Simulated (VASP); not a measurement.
**Run report: PtSe₂, geometry relaxation (part 2 of 2)**

Continued. System: PtSe₂ (P-3m1, 3 atoms in the cell). Method: Kohn-Sham DFT of a periodic cell, LDA, VASP PAW LDA potentials, recommended, no spin polarisation (VASP 6.6.1); cutoff 520 eV, 10×10×8 k-mesh, Gaussian smearing of 0.05 eV. The structure derives from an entry of the Crystallography Open Database.

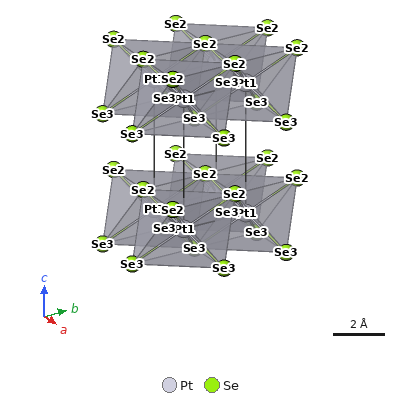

Figure 1. The geometry at step 1 of the log (polyhedral view of the cell of the calculation, seen slightly off an axis; polyhedra are completed across the faces of the cell; atoms are numbered from 1 in the order of the input).

Parts of OUTCAR, continued
```
  FORCE on cell =-STRESS in cart. coord.  units (eV):
  Direction    XX          YY          ZZ          XY          YZ          ZX
  --------------------------------------------------------------------------------------
  -------------------------------------------------------------------------------------
  Total       -0.2363956     -0.2363956     -0.5038087      0.0000000      0.0000000      0.0000000
  in kB       -5.9331933     -5.9331932    -12.6448841      0.0000000      0.0000000      0.0000000
  external PRESSURE =      -8.1704235 kB  Pullay stress =       0.0000000 kB

 VOLUME and BASIS-vectors are now :
 -----------------------------------------------------------------------------
  energy-cutoff  :      520.00
  volume of cell :       63.84
      direct lattice vectors                 reciprocal lattice vectors
     3.724000000  0.000000000  0.000000000     0.268528464  0.155034981  0.000000000
    -1.862000000  3.225078600  0.000000000     0.000000000  0.310069962  0.000000000
     0.000000000  0.000000000  5.315100000     0.000000000  0.000000000  0.188143215

 POSITION                                       TOTAL-FORCE (eV/Angst)
 -----------------------------------------------------------------------------------
      0.00000      0.00000      0.00000        -0.000000      0.000000      0.000000
     -0.00000      2.15005      1.26550        -0.000000     -0.000000      0.192487
      1.86200      1.07503      4.04960         0.000000      0.000000     -0.192487
 -----------------------------------------------------------------------------------
    total drift:                               -0.000000      0.000000     -0.000000

  FREE ENERGIE OF THE ION-ELECTRON SYSTEM (eV)
  ---------------------------------------------------
  free  energy   TOTEN  =       -17.0130345578 eV

  energy  without entropy=      -17.0124062614  energy(sigma->0) =      -17.01272041

--------------------------------------- Ionic step        2  -------------------------------------------

 number of electron      21.9999998 magnetization

------------------------ aborting loop because EDIFF is reached ----------------------------------------

  FORCE on cell =-STRESS in cart. coord.  units (eV):
  Direction    XX          YY          ZZ          XY          YZ          ZX
  --------------------------------------------------------------------------------------
  -------------------------------------------------------------------------------------
  Total       -0.4524273     -0.4524273     -0.7834371      0.0000000      0.0000000      0.0000000
  in kB      -11.3552844    -11.3552843    -19.6631593      0.0000000      0.0000000      0.0000000
  external PRESSURE =     -14.1245760 kB  Pullay stress =       0.0000000 kB

 VOLUME and BASIS-vectors are now :
 -----------------------------------------------------------------------------
  energy-cutoff  :      520.00
  volume of cell :       63.84
      direct lattice vectors                 reciprocal lattice vectors
     3.724000000  0.000000000  0.000000000     0.268528464  0.155034981  0.000000000
    -1.862000000  3.225078600  0.000000000     0.000000000  0.310069962  0.000000000
     0.000000000  0.000000000  5.315100000     0.000000000  0.000000000  0.188143215

 POSITION                                       TOTAL-FORCE (eV/Angst)
 -----------------------------------------------------------------------------------
      3.72400      0.00000      0.00000        -0.000000      0.000000      0.000000
     -0.00000      2.15005      1.27479         0.000000     -0.000000      0.086479
      1.86200      1.07503      4.04031        -0.000000      0.000000     -0.086479
 -----------------------------------------------------------------------------------
    total drift:                               -0.000000     -0.000000     -0.000000

  FREE ENERGIE OF THE ION-ELECTRON SYSTEM (eV)
  ---------------------------------------------------
  free  energy   TOTEN  =       -17.0156174728 eV

  energy  without entropy=      -17.0148913305  energy(sigma->0) =      -17.01525440

--------------------------------------- Ionic step        3  -------------------------------------------

 number of electron      21.9999999 magnetization

 Free energy of the ion-electron system (eV)
  ---------------------------------------------------
  ext. energy  EPLUGINS =         0.00000000
  ---------------------------------------------------
  free energy    TOTEN  =       -17.01628066 eV

  energy without entropy =      -17.01545562  energy(sigma->0) =      -17.01586814

 E-fermi :   5.8947     XC(G=0): -10.6229     alpha+bet :-10.8816

 val. band max:        5.8913840295   @ k =   0.0000   0.1000   0.1250
 cond. band min:       5.9084608352   @ k =   0.1000   0.0000   0.0000
 fundamental gap:      0.0170768058
 Fermi energy:         5.8946665438

 k-point     1 :       0.0000    0.0000    0.0000
  band No.  band energies     occupation
      1      -9.5554      2.00000
      2      -7.0673      2.00000
      3      -1.0413      2.00000
      4      -0.4415      2.00000
      5      -0.4415      2.00000
      6       1.9588      2.00000
      7       1.9588      2.00000
      8       3.3668      2.00000
      9       4.8986      2.00000
     10       4.8986      2.00000
     11       6.0244      0.00024
     12       7.5359      0.00000
     13       7.5359      0.00000
     14       9.7196      0.00000
     15       9.7907      0.00000

 k-point     2 :       0.1000    0.0000    0.0000
  band No.  band energies     occupation
      1      -9.4449      2.00000
      2      -7.1035      2.00000
      3      -0.9121      2.00000
      4      -0.3841      2.00000
      5      -0.3724      2.00000
      6       1.8027      2.00000
      7       1.8824      2.00000
      8       3.1509      2.00000
      9       4.5404      2.00000
     10       4.8312      2.00000
     11       5.9085      0.69642
     12       7.1224      0.00000
     13       7.5018      0.00000
     14      10.4026      0.00000
     15      10.5022      0.00000

 k-point     3 :       0.2000    0.0000    0.0000
  band No.  band energies     occupation
      1      -9.1307      2.00000
      2      -7.2020      2.00000
      3      -0.5712      2.00000
      4      -0.1929      2.00000
      5      -0.1854      2.00000
      6       1.1986      2.00000
      7       1.7429      2.00000
      8       2.6859      2.00000
      9       4.1002      2.00000
     10       4.5270      2.00000
     11       5.1647      2.00000
     12       7.0166      0.00000
     13       7.5539      0.00000
     14      10.8769      0.00000
     15      11.6623      0.00000

 k-point     4 :       0.3000   -0.0000    0.0000
  band No.  band energies     occupation
      1      -8.6712      2.00000
      2      -7.3423      2.00000
      3      -0.4048      2.00000
      4       0.0056      2.00000
      5       0.2886      2.00000
      6       0.4380      2.00000
      7       1.7336      2.00000
      8       2.4351      2.00000
      9       3.6407      2.00000
     10       3.9532      2.00000
     11       4.2422      2.00000
     12       6.9831      0.00000
     13       7.7707      0.00000
     14      10.4433      0.00000
     15      12.2528      0.00000

 k-point     5 :       0.4000   -0.0000    0.0000
  band No.  band energies     occupation
      1      -8.1754      2.00000
      2      -7.5190      2.00000
      3      -1.0044      2.00000
      4       0.1154      2.00000
      5       0.5005      2.00000
      6       1.0781      2.00000
      7       2.0114      2.00000
      8       2.3334      2.00000
      9       2.9888      2.00000
     10       3.2536      2.00000
     11       3.4859      2.00000
     12       6.7569      0.00000
     13       7.9959      0.00000
     14      10.3864      0.00000
     15      11.7489      0.00000

 [... the levels of 18 k-points are left out ...]

 k-point    24 :       0.5000   -0.0000    0.1250
  band No.  band energies     occupation
      1      -7.8387      2.00000
      2      -7.7029      2.00000
      3      -1.3627      2.00000
      4       0.1190      2.00000
      5       0.6127      2.00000
      6       1.4542      2.00000
      7       2.4167      2.00000
      8       2.4873      2.00000
      9       2.6626      2.00000
     10       2.7025      2.00000
     11       3.1422      2.00000
     12       6.8401      0.00000
     13       7.9262      0.00000
     14      10.1585      0.00000
     15      11.2603      0.00000

 [... further k-points ...]

------------------------ aborting loop because EDIFF is reached ----------------------------------------

  FORCE on cell =-STRESS in cart. coord.  units (eV):
  Direction    XX          YY          ZZ          XY          YZ          ZX
  --------------------------------------------------------------------------------------
  -------------------------------------------------------------------------------------
  Total       -0.6315723     -0.6315723     -1.0242875      0.0000000      0.0000000      0.0000000
  in kB      -15.8515684    -15.8515683    -25.7081622      0.0000000      0.0000000      0.0000000
  external PRESSURE =     -19.1370996 kB  Pullay stress =       0.0000000 kB

 VOLUME and BASIS-vectors are now :
 -----------------------------------------------------------------------------
  energy-cutoff  :      520.00
  volume of cell :       63.84
      direct lattice vectors                 reciprocal lattice vectors
     3.724000000  0.000000000  0.000000000     0.268528464  0.155034981  0.000000000
    -1.862000000  3.225078600  0.000000000     0.000000000  0.310069962  0.000000000
     0.000000000  0.000000000  5.315100000     0.000000000  0.000000000  0.188143215

 POSITION                                       TOTAL-FORCE (eV/Angst)
 -----------------------------------------------------------------------------------
      0.00000      0.00000      0.00000         0.000000      0.000000      0.000000
     -0.00000      2.15005      1.28270        -0.000000      0.000000     -0.001838
      1.86200      1.07503      4.03240        -0.000000      0.000000      0.001838
 -----------------------------------------------------------------------------------
    total drift:                               -0.000000     -0.000000      0.000000

  FREE ENERGIE OF THE ION-ELECTRON SYSTEM (eV)
  ---------------------------------------------------
  free  energy   TOTEN  =       -17.0162806582 eV

  energy  without entropy=      -17.0154556244  energy(sigma->0) =      -17.01586814

 reached required accuracy - stopping structural energy minimisation
```

CONTCAR
```
PtSe2
   1.00000000000000
     3.7240000000000002    0.0000000000000000    0.0000000000000000
    -1.8620000000000001    3.2250785999999998    0.0000000000000000
     0.0000000000000000    0.0000000000000000    5.3151000000000002
  Pt              Se
     1     2
Direct
     0.0000000000000000    0.0000000000000000    0.0000000000000000
     0.3333333300000021    0.6666666699999979    0.2413314502446296
     0.6666666699999979    0.3333333300000021    0.7586685497553703

  0.00000000E+00  0.00000000E+00  0.00000000E+00
  0.00000000E+00  0.00000000E+00  0.00000000E+00
  0.00000000E+00  0.00000000E+00  0.00000000E+00
```

Trajectory as extended XYZ (Å, eV, eV/Å), 3 frames, from step=0 to step=2
```
3
Lattice="3.7240 0.0000 0.0000 -1.8620 3.2251 0.0000 0.0000 0.0000 5.3151" Properties=species:S:1:pos:R:3:forces:R:3 step=0 energy=-17.01303
Pt    0.0000    0.0000    0.0000    0.0000   0.0000   0.0000
Se    0.0000    2.1501    1.2655    0.0000   0.0000   0.1925
Se    1.8620    1.0750    4.0496    0.0000   0.0000  -0.1925
3
Lattice="3.7240 0.0000 0.0000 -1.8620 3.2251 0.0000 0.0000 0.0000 5.3151" Properties=species:S:1:pos:R:3:forces:R:3 step=1 energy=-17.01562
Pt    3.7240    0.0000    0.0000    0.0000   0.0000   0.0000
Se    0.0000    2.1501    1.2748    0.0000   0.0000   0.0865
Se    1.8620    1.0750    4.0403    0.0000   0.0000  -0.0865
3
Lattice="3.7240 0.0000 0.0000 -1.8620 3.2251 0.0000 0.0000 0.0000 5.3151" Properties=species:S:1:pos:R:3:forces:R:3 step=2 energy=-17.01628
Pt    0.0000    0.0000    0.0000    0.0000   0.0000   0.0000
Se    0.0000    2.1501    1.2827    0.0000   0.0000  -0.0018
Se    1.8620    1.0750    4.0324    0.0000   0.0000   0.0018
```

The run was set up as follows.

INCAR
```
ALGO = Normal
EDIFF = 1E-6
EDIFFG = -0.01
ENCUT = 520
IBRION = 2
ISIF = 2
ISMEAR = 0
KPAR = 2
LASPH = T
LCHARG = F
LREAL = F
LWAVE = F
NELM = 100
NSW = 40
PREC = Accurate
SIGMA = 0.05
```

KPOINTS
```
k-points
0
Gamma
  10 10 8
```

POSCAR
```
PtSe2
1.0
    3.7240000000      0.0000000000      0.0000000000
   -1.8620000000      3.2250786000      0.0000000000
    0.0000000000      0.0000000000      5.3151000000
Pt Se
1 2
Direct
    0.0000000000      0.0000000000      0.0000000000
    0.3333333300      0.6666666700      0.2380952400
    0.6666666700      0.3333333300      0.7619047600
```

Command:
```bash
cat potpaw_LDA.64/Pt/POTCAR potpaw_LDA.64/Se/POTCAR > POTCAR
mpirun -np 2 vasp_std > vasp.out
```

Key numbers

| quantity | value |
| --- | --- |
| outcome | converged |
| space group (tolerance 0.01 Å) | P-3m1 (164) |
| electrons treated | 22 |
| free energy | −17.0163 eV |
| Fermi energy | 5.895 eV |
| gap on the k-point mesh | none (metallic) |
| pressure | −1.91 GPa |
| final volume | 63.84 Å³ |
| largest force (length of the vector) at the end | 0.002 eV/Å |
| final cell | a = 3.724 Å, b = 3.724 Å, c = 5.315 Å, α = 90.00°, β = 90.00°, γ = 120.00° |
| hardware | 2 threads of AMD EPYC (Zen 5), 128 GiB of memory available, shared host |
| wall time | 36 s (CPU time 70 s) |
| peak memory | 0.2 GiB |

Remarks

Spin–orbit coupling is left out, which matters for Pt.
